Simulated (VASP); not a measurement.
## RPA total energies of CaO (Lime)

How do cheaper functionals compare with the RPA for CaO (Lime), and at what cost? The scan starts from a database cell, scaled to the smallest volume of the series. The cell is of the rock-salt type, one of the forms listed for this formula. The start is a cell from a database of measured crystal structures.

Main program and level: VASP 6.6.1; PBE; plane waves and PAW (Ca_sv_GW, O_GW), in the first sound run; inputs show where later runs differ.

**1. The starting structure**

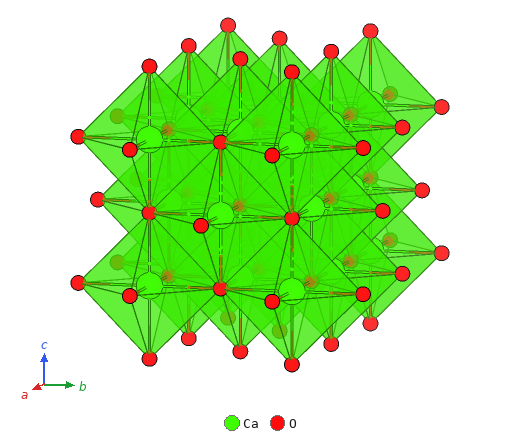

Start, viewed slightly off an axis; calcium green, oxygen red. 2×1×1 cells are drawn. This picture shows the conventional cell, with its axes. Some periodic images of atoms are drawn too.

Structure file:

```xyz
2
Lattice="0.0000 2.3574 2.3574 2.3574 0.0000 2.3574 2.3574 2.3574 0.0000" Properties=species:S:1:pos:R:3 pbc="T T T"
Ca    0.0000    0.0000    0.0000
O     2.3574    2.3574    2.3574
```

**2. Orbitals, volume ratio 0.94**

RPA gives no stress here, so the energy is scanned over volumes, at one cutoff and mesh. Volumes are given as ratios to a reference cell, and this first cell is that cell scaled to 0.94. Each point starts from PBE orbitals, tightly converged.

File INCAR:

```
SYSTEM = CaO
PREC = Accurate
ENCUT = 560
EDIFF = 1E-08
NELM = 100
ISMEAR = 0
SIGMA = 0.05
LREAL = .FALSE.
ALGO = Normal
GGA = PE
NBANDS = 14
LORBIT = 11
LWAVE = .TRUE.
LCHARG = .FALSE.
KPAR = 8
```

File POSCAR:

```
CaO
1.0
    0.0000000000      2.3573739706      2.3573739706
    2.3573739706      0.0000000000      2.3573739706
    2.3573739706      2.3573739706      0.0000000000
Ca O
1 1
Direct
    0.0000000000      0.0000000000      0.0000000000
    0.5000000000      0.5000000000      0.5000000000
```

File KPOINTS:

```
Automatic mesh
0
Gamma
4 4 4
0 0 0
```

Potentials, in the order of the species: Ca_sv_GW and O_GW (PBE family, release 64).

Command:

```console
> mpirun -np 8 vasp_std
```

The program printed:

```text
[banner, memory and clock lines left out]
running    8 mpi-ranks, on    1 nodes
 distrk:  each k-point on    1 cores,    8 groups
 distr:  one band on    1 cores,    1 groups

 POSCAR found type information on POSCAR CaO
 POSCAR found :  2 types and       2 ions
|                                                                             |
|           W    W    AA    RRRRR   N    N  II  N    N   GGGG   !!!           |
|           W    W   A  A   R    R  NN   N  II  NN   N  G    G  !!!           |
|           W    W  A    A  R    R  N N  N  II  N N  N  G       !!!           |
|           W WW W  AAAAAA  RRRRR   N  N N  II  N  N N  G  GGG   !            |
|           WW  WW  A    A  R   R   N   NN  II  N   NN  G    G                |
|           W    W  A    A  R    R  N    N  II  N    N   GGGG   !!!           |
|                                                                             |
|     For optimal performance we recommend to set                             |
|       NCORE = 2 up to number-of-cores-per-socket                            |
|     NCORE specifies how many cores store one orbital (NPAR=cpu/NCORE).      |
|     This setting can greatly improve the performance of VASP for DFT.       |
|     The default, NCORE=1 might be grossly inefficient on modern             |
|     multi-core architectures or massively parallel machines. Do your        |
|     Unfortunately you need to use the default for GW and RPA                |
|     calculations (for HF NCORE is supported but not extensively tested      |
|     yet).                                                                   |
|                                                                             |

 LDA part: xc-table for (Slater+PW92), standard interpolation
 POSCAR, INCAR and KPOINTS ok, starting setup
 FFT: planning ... GRIDC
 FFT: planning ... GRID_SOFT
 FFT: planning ... GRID
 WAVECAR not read
 entering main loop
       N       E                     dE             d eps       ncg     rms          rms(c)
DAV:   1     0.218403511544E+03    0.21840E+03   -0.78172E+03   224   0.126E+03
DAV:   2    -0.411704438992E+01   -0.22252E+03   -0.19774E+03   298   0.497E+02
DAV:   3    -0.215309787386E+02   -0.17414E+02   -0.17087E+02   370   0.157E+02
DAV:   4    -0.217692697866E+02   -0.23829E+00   -0.23818E+00   298   0.186E+01
DAV:   5    -0.217707825113E+02   -0.15127E-02   -0.15117E-02   328   0.135E+00    0.136E+01
DAV:   6    -0.179009369046E+02    0.38698E+01   -0.10781E+01   378   0.497E+01    0.163E+01
DAV:   7    -0.177927968124E+02    0.10814E+00   -0.55378E-01   270   0.100E+01    0.785E+00
DAV:   8    -0.177325919710E+02    0.60205E-01   -0.15360E-01   296   0.609E+00    0.167E+00
DAV:   9    -0.177325434408E+02    0.48530E-04   -0.12469E-02   366   0.187E+00    0.353E-01
DAV:  10    -0.177324725848E+02    0.70856E-04   -0.36366E-03   278   0.105E+00    0.673E-02
DAV:  11    -0.177324373178E+02    0.35267E-04   -0.24817E-04   352   0.293E-01    0.326E-02
DAV:  12    -0.177324546769E+02   -0.17359E-04   -0.62686E-05   322   0.116E-01    0.492E-02
DAV:  13    -0.177324478275E+02    0.68494E-05   -0.23233E-05   360   0.700E-02    0.300E-02
DAV:  14    -0.177324477483E+02    0.79200E-07   -0.11771E-06   342   0.181E-02    0.676E-03
DAV:  15    -0.177324479109E+02   -0.16262E-06   -0.22820E-07   280   0.727E-03    0.255E-03
DAV:  16    -0.177324478984E+02    0.12527E-07   -0.14870E-08   224   0.305E-03    0.146E-03
DAV:  17    -0.177324478782E+02    0.20222E-07   -0.22851E-08   194   0.158E-03    0.854E-04
DAV:  18    -0.177324478661E+02    0.12102E-07   -0.21564E-09   118   0.103E-03    0.269E-04
DAV:  19    -0.177324478672E+02   -0.11480E-08   -0.60142E-10   130   0.423E-04
   1 F= -.17732448E+02 E0= -.17732448E+02  d E =-.667060E-23
 writing wavefunctions
```

The job ended after 6.4 s (8 MPI ranks of Intel Xeon Platinum 8488C (Sapphire Rapids), shared host; peak memory 1.3 GiB).

The logs omit lines about the potential files and the build; timing stands in the text.

Parts of OUTCAR (step 2):

```text
ion  position               nearest neighbor table
   1  0.000  0.000  0.000-   2 2.36   2 2.36   2 2.36   2 2.36   2 2.36   2 2.36
   2  0.500  0.500  0.500-   1 2.36   1 2.36   1 2.36   1 2.36   1 2.36   1 2.36

  LATTYP: Found a face centered cubic cell.
 ALAT       =     4.7147479412

 Subroutine GETGRP returns: Found 48 space group operations
 (whereof 48 operations were pure point group operations)

The static configuration has the point symmetry O_h .

 Found      8 irreducible k-points:

   k-points           NKPTS =      8   k-points in BZ     NKDIM =      8   number of bands    NBANDS=     14

   dimension x,y,z NGX =    28 NGY =   28 NGZ =   28
   dimension x,y,z NGXF=    56 NGYF=   56 NGZF=   56

   ENCUT  =  560.0 eV  41.16 Ry    6.42 a.u.   6.43  6.43  6.43*2*pi/ulx,y,z

   NELECT =      16.0000    total number of electrons

 k-points in reciprocal lattice and weights: Automatic mesh
   0.00000000  0.00000000  0.00000000       0.016
   0.25000000  0.00000000  0.00000000       0.125
   0.50000000  0.00000000  0.00000000       0.062
   0.25000000  0.25000000  0.00000000       0.094
   0.50000000  0.25000000  0.00000000       0.375
  -0.25000000  0.25000000  0.00000000       0.188
   0.50000000  0.50000000  0.00000000       0.047
  -0.25000000  0.50000000  0.25000000       0.094

 average (electrostatic) potential at core
       1 -91.4303       2 -67.4584

 E-fermi :   5.4402

 k-point     1 :       0.0000    0.0000    0.0000
  band No.  band energies     occupation
    ...
      4     -13.0289      2.00000
      5     -10.5349      2.00000
      6       5.0984      2.00000
      7       5.0984      2.00000
      8       5.0984      2.00000
      9      10.3193      0.00000
     10      11.4721      0.00000
     11      11.4721      0.00000
     12      11.4721      0.00000
     13      13.0757      0.00000
    ...

 k-point     2 :       0.2500    0.0000    0.0000
  band No.  band energies     occupation
    ...
      4     -13.0600      2.00000
      5      -9.7027      2.00000
      6       3.5048      2.00000
      7       4.3747      2.00000
      8       4.3747      2.00000
      9      11.5340      0.00000
     10      12.4852      0.00000
     11      12.4985      0.00000
     12      12.4985      0.00000
     13      14.4460      0.00000
    ...

 k-point     3 :       0.5000    0.0000    0.0000
  band No.  band energies     occupation
    ...
      4     -13.0905      2.00000
      5      -9.0961      2.00000
      6       2.3360      2.00000
      7       3.7883      2.00000
      8       3.7883      2.00000
      9      12.4322      0.00000
     10      13.7743      0.00000
     11      13.7743      0.00000
     12      14.0326      0.00000
     13      16.0127      0.00000
    ...

  Total        1.4039566      1.4039566      1.4039566      0.0000000      0.0000000     -0.0000000
  in kB       85.8516849     85.8516849     85.8516849      0.0000000      0.0000000     -0.0000000
  external PRESSURE =      85.8516849 kB  Pullay stress =       0.0000000 kB

  energy-cutoff  :      560.00
  volume of cell :       26.20
      direct lattice vectors                 reciprocal lattice vectors
     0.000000000  2.357373971  2.357373971    -0.212100416  0.212100416  0.212100416
     2.357373971  0.000000000  2.357373971     0.212100416 -0.212100416  0.212100416
     2.357373971  2.357373971  0.000000000     0.212100416  0.212100416 -0.212100416

 POSITION                                       TOTAL-FORCE (eV/Angst)
 -----------------------------------------------------------------------------------
      0.00000      0.00000      0.00000        -0.000000     -0.000000      0.000000
      2.35737      2.35737      2.35737         0.000000      0.000000     -0.000000
 -----------------------------------------------------------------------------------
    total drift:                                0.000000      0.000000      0.000000

  FREE ENERGIE OF THE ION-ELECTRON SYSTEM (eV)
  ---------------------------------------------------
  free  energy   TOTEN  =       -17.7324478672 eV

  energy  without entropy=      -17.7324478672  energy(sigma->0) =      -17.73244787

 total charge
# of ion       s       p       d       tot
------------------------------------------
    1        2.198   5.939   0.368   8.504
    2        1.524   3.429   0.000   4.953
--------------------------------------------------
tot          3.721   9.368   0.368  13.457

[... 3 further parts left out ...]
```

The gap is read on the k-mesh alone, so it is an upper bound where the band edges lie off the mesh.

A gap read on the k-mesh alone can miss the band edges.

Numbers from this step:

```yaml
free_energy_toten: -17.73 eV
fermi_energy: 5.440 eV
pressure: 8.585 GPa
gap_on_the_k_mesh: 3.630 eV
least_direct_gap_on_the_k_mesh: 3.993 eV
```

**3. Exact exchange, volume ratio 0.94**

This step: Hartree-Fock energy on PBE orbitals; plane waves and PAW (Ca_sv_GW, O_GW) (VASP 6.6.1).

The Hartree-Fock energy is evaluated once on these orbitals (ALGO = Eigenval, NELM = 1), without letting them relax. It uses the mesh of the correlation step, and the total energy is their sum.

File INCAR:

```
SYSTEM = CaO
PREC = Accurate
ENCUT = 560
ISMEAR = 0
SIGMA = 0.05
LREAL = .FALSE.
GGA = PE
NBANDS = 14
ALGO = Eigenval
NELM = 1
LHFCALC = .TRUE.
AEXX = 1
ALDAC = 0
AGGAC = 0
PRECFOCK = Normal
LWAVE = .FALSE.
LCHARG = .FALSE.
```

POSCAR is that of step 2.

KPOINTS is that of step 2.

The run starts from files that an earlier step left in the folder.

Command:

```console
> mpirun -np 8 vasp_std
```

The program printed:

```text
[banner, memory and clock lines left out]
running    8 mpi-ranks, on    1 nodes
 distrk:  each k-point on    8 cores,    1 groups
 distr:  one band on    1 cores,    8 groups

 POSCAR found type information on POSCAR CaO
 POSCAR found :  2 types and       2 ions
 [... a notice as in an earlier step ...]

 LDA part: xc-table for (Slater+PW92), standard interpolation
|                                                                             |
|           W    W    AA    RRRRR   N    N  II  N    N   GGGG   !!!           |
|           W    W   A  A   R    R  NN   N  II  NN   N  G    G  !!!           |
|           W    W  A    A  R    R  N N  N  II  N N  N  G       !!!           |
|           W WW W  AAAAAA  RRRRR   N  N N  II  N  N N  G  GGG   !            |
|           WW  WW  A    A  R   R   N   NN  II  N   NN  G    G                |
|           W    W  A    A  R    R  N    N  II  N    N   GGGG   !!!           |
|                                                                             |
|     The number of bands has been changed from the values supplied in        |
|     The orbitals not found in the WAVECAR file will be initialized with     |
|     random numbers, which is usually adequate. For correlated               |
|     calculations, however, you should redo the groundstate calculation.     |
|     I found NBANDS = 14. Now, NBANDS = 16.                                  |
|                                                                             |

 found WAVECAR, reading the header
  number of bands has changed, file:    14 present:    16
  trying to continue reading WAVECAR, but it might fail
 POSCAR, INCAR and KPOINTS ok, starting setup
 FFT: planning ... GRIDC
 FFT: planning ... GRID_SOFT
 FFT: planning ... GRID
 reading WAVECAR
 random initialization beyond band           14
 the WAVECAR file was read successfully
 initial charge from wavefunction
 entering main loop
       N       E                     dE             d eps       ncg     rms          rms(c)
EIG:   1    -0.320926220125E+02   -0.32093E+02    0.00000E+00     0   0.000E+00
   1 F= -.32092622E+02 E0= -.32092622E+02  d E =-.478362E-16
```

Wall time 9 s (8 MPI ranks); peak memory 0.84 GiB; 38 s of CPU time.

From OUTCAR (step 3):

```text
The static configuration has the point symmetry O_h .

 Found      8 irreducible k-points:

   k-points           NKPTS =      8   k-points in BZ     NKDIM =     64   number of bands    NBANDS=     16

   NELECT =      16.0000    total number of electrons

  exchange ACFDT corr.  =        -0.00000000  see jH, gK, PRB 81, 115126

 E-fermi :   5.3765

 k-point     1 :       0.0000    0.0000    0.0000
  band No.  band energies     occupation
    ...
      4     -21.0024      2.00000
      5     -22.0371      2.00000
      6      -0.2898      2.00000
      7      -0.2898      2.00000
      8      -0.2898      2.00000
      9      15.1217      0.00000
     10      18.5482      0.00000
     11      18.5482      0.00000
     12      18.5482      0.00000
     13      20.6732      0.00000
    ...

 k-point     2 :       0.2500    0.0000    0.0000
  band No.  band energies     occupation
    ...
      4     -21.0277      2.00000
      5     -20.3147      2.00000
      6      -1.9885      2.00000
      7      -1.0132      2.00000
      8      -1.0132      2.00000
      9      18.1301      0.00000
     10      17.6579      0.00000
     11      20.0512      0.00000
     12      20.0512      0.00000
     13      22.4789      0.00000
    ...

 POSITION                                       TOTAL-FORCE (eV/Angst)
 -----------------------------------------------------------------------------------
      0.00000      0.00000      0.00000         0.000000     -0.000000      0.000000
      2.35737      2.35737      2.35737        -0.000000      0.000000     -0.000000
 -----------------------------------------------------------------------------------
    total drift:                               -0.000000     -0.000000     -0.000000

  FREE ENERGIE OF THE ION-ELECTRON SYSTEM (eV)
  ---------------------------------------------------
  free  energy   TOTEN  =       -32.0926220125 eV

  energy  without entropy=      -32.0926220125  energy(sigma->0) =      -32.09262201

[... 7 parts as in an earlier step ...]

[... 5 further parts left out ...]
```

The k-mesh is coarse for unscreened exact exchange, which converges slowly with it.

This step gave:

```
free energy (TOTEN) : -32.09 eV
```

The Hartree-Fock energy on these orbitals is -16.0463 eV an atom.

**4. Empty bands, volume ratio 0.94**

This step: PBE; plane waves and PAW (Ca_sv_GW, O_GW) (VASP 6.6.1).

The next step needs empty bands that the ground-state run didn't converge, so the Hamiltonian is diagonalised exactly for NBANDS bands, in a single step. LOPTICS writes the k-derivatives of the orbitals (WAVEDER), which give the long-wavelength limit of the screening.

File INCAR:

```
SYSTEM = CaO
PREC = Accurate
ENCUT = 560
ISMEAR = 0
SIGMA = 0.05
LREAL = .FALSE.
GGA = PE
NBANDS = 816
ALGO = Exact
NELM = 1
LWAVE = .TRUE.
LCHARG = .FALSE.
LOPTICS = .TRUE.
NEDOS = 1000
CSHIFT = 0.1
```

POSCAR is that of step 3.

KPOINTS is that of step 3.

Command:

```console
> mpirun -np 8 vasp_std
```

The program printed:

```text
[banner, memory and clock lines left out]
running    8 mpi-ranks, on    1 nodes
 distrk:  each k-point on    8 cores,    1 groups
 distr:  one band on    1 cores,    8 groups

 POSCAR found type information on POSCAR CaO
 POSCAR found :  2 types and       2 ions
 [... a notice as in an earlier step ...]

 LDA part: xc-table for (Slater+PW92), standard interpolation
 found WAVECAR, reading the header
  number of bands has changed, file:    14 present:   816
  trying to continue reading WAVECAR, but it might fail
 POSCAR, INCAR and KPOINTS ok, starting setup
 FFT: planning ... GRIDC
 FFT: planning ... GRID_SOFT
 FFT: planning ... GRID
 reading WAVECAR
 random initialization beyond band           14
 the WAVECAR file was read successfully
 initial charge from wavefunction
 entering main loop
       N       E                     dE             d eps       ncg     rms          rms(c)
DIA:   1    -0.177324478682E+02   -0.17732E+02    0.00000E+00     0   0.000E+00
   1 F= -.17732448E+02 E0= -.17732448E+02  d E =-.288634E-57
 writing wavefunctions
 optical routines
 imaginary and real dielectric function
 recalculating local potential from charge density
 direction            1
 direction            2
 direction            3
```

Elapsed: 7.8 s, on 8 MPI ranks; peak memory 1.1 GiB; 30 s of CPU time.

OUTCAR, selected parts (step 4):

```text
The static configuration has the point symmetry O_h .

 Found      8 irreducible k-points:

   k-points           NKPTS =      8   k-points in BZ     NKDIM =      8   number of bands    NBANDS=    816

   NELECT =      16.0000    total number of electrons

 E-fermi :   5.6593

 k-point     1 :       0.0000    0.0000    0.0000
  band No.  band energies     occupation
    ...
      4     -13.0289      2.00000
      5     -10.5349      2.00000
      6       5.0983      2.00000
      7       5.0983      2.00000
      8       5.0983      2.00000
      9      10.3193      0.00000
     10      11.4721      0.00000
     11      11.4721      0.00000
     12      11.4721      0.00000
     13      13.0757      0.00000
    ...

 k-point     2 :       0.2500    0.0000    0.0000
  band No.  band energies     occupation
    ...
      4     -13.0600      2.00000
      5      -9.7027      2.00000
      6       3.5048      2.00000
      7       4.3746      2.00000
      8       4.3746      2.00000
      9      11.5340      0.00000
     10      12.4852      0.00000
     11      12.4985      0.00000
     12      12.4985      0.00000
     13      14.4460      0.00000
    ...

  Total        1.4041621      1.4041621      1.4041621     -0.0000000      0.0000000      0.0000000
  in kB       85.8642484     85.8642484     85.8642484     -0.0000000      0.0000000      0.0000000
  external PRESSURE =      85.8642484 kB  Pullay stress =       0.0000000 kB

 POSITION                                       TOTAL-FORCE (eV/Angst)
 -----------------------------------------------------------------------------------
      0.00000      0.00000      0.00000        -0.000000     -0.000000     -0.000000
      2.35737      2.35737      2.35737         0.000000      0.000000      0.000000
 -----------------------------------------------------------------------------------
    total drift:                                0.000000      0.000000      0.000000

  FREE ENERGIE OF THE ION-ELECTRON SYSTEM (eV)
  ---------------------------------------------------
  free  energy   TOTEN  =       -17.7324478682 eV

  energy  without entropy=      -17.7324478682  energy(sigma->0) =      -17.73244787

 plasma frequency squared (from intraband transitions) (eV^2)
  --------------------------------------------------------------------------------------
       0.000      -0.000       0.000
       0.000       0.000      -0.000
       0.000      -0.000       0.000

[... 10 parts as in an earlier step ...]

[... 2 further parts left out ...]
```

WAVECAR now holds 816 bands for 16 electrons. Its independent-particle dielectric tensor has xx, yy, zz = 4.1, 4.1, 4.1 on this mesh, which isn't tested for convergence in mesh or bands and lacks local fields.

[end of part 1 of 6]

[Lines on the potential files, build, host, timing and source positions are cut from VASP's logs without a mark.]

[Logs are printed without paths, hosts, clocks, repeated set-up lines and the standing remarks that a program may print on its own settings, such as how far it seeks lower states.]

[Hosts, paths, dates, database ids (printed as entryN), source tags and the programs' standing remarks are cut or masked in the printed files.]

[Pressures printed for these runs are not shown converged in the cutoff: they can be off by several GPa and have the wrong sign.]
